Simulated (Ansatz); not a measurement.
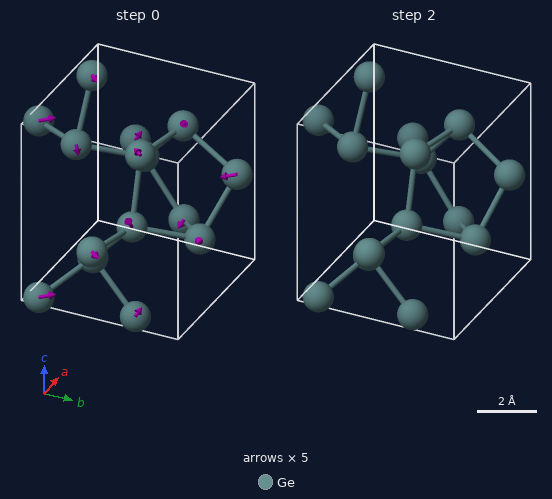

The structure of a crystal of Ge (set up in P4_32_12) before (left) and after (right) a relaxation, at one scale. The purple arrows give the displacements, 5 times their true length.

The picture is a ball-and-stick view of the cell of the calculation, seen from a free direction.

Level of theory: DFT, PBE, plane-wave PAW, default files, scalar-relativistic, frozen cores (Ansatz). Set-up: plane-wave cutoff 420 eV; k-point mesh 6 × 6 × 5; occupations fermi dirac; smearing width 0.05 eV; no spin polarisation; potentials kind: paw, frozen_core: stored; atoms relaxed in a fixed cell; force threshold 0.02 eV/Å; at most 60 steps.

What changed between the two?

Answer. The largest moves, 0.13 Å, are those of Ge atoms. The lattice vectors keep their values. Some distances before and after: Ge–Ge 2.439 → 2.489 Å, Ge–Ge 2.551 → 2.502 Å, Ge–Ge 2.469 → 2.517 Å. Among the angles between lasting bonds that change: Ge–Ge–Ge 99.8° → 105.4°, Ge–Ge–Ge 131.8° → 128.4°, Ge–Ge–Ge 107.2° → 103.9°. The space group stays P4_32_12 (No. 96). The energy falls by 18.8 meV per atom in 2 geometry steps. The largest force component goes from 0.64 to 0.0079 eV/Å. Cost: 100 s on 1 thread of Intel(R) Xeon(R) Platinum 8488C (Sapphire Rapids) (shared host), peak memory 0.95 GiB.
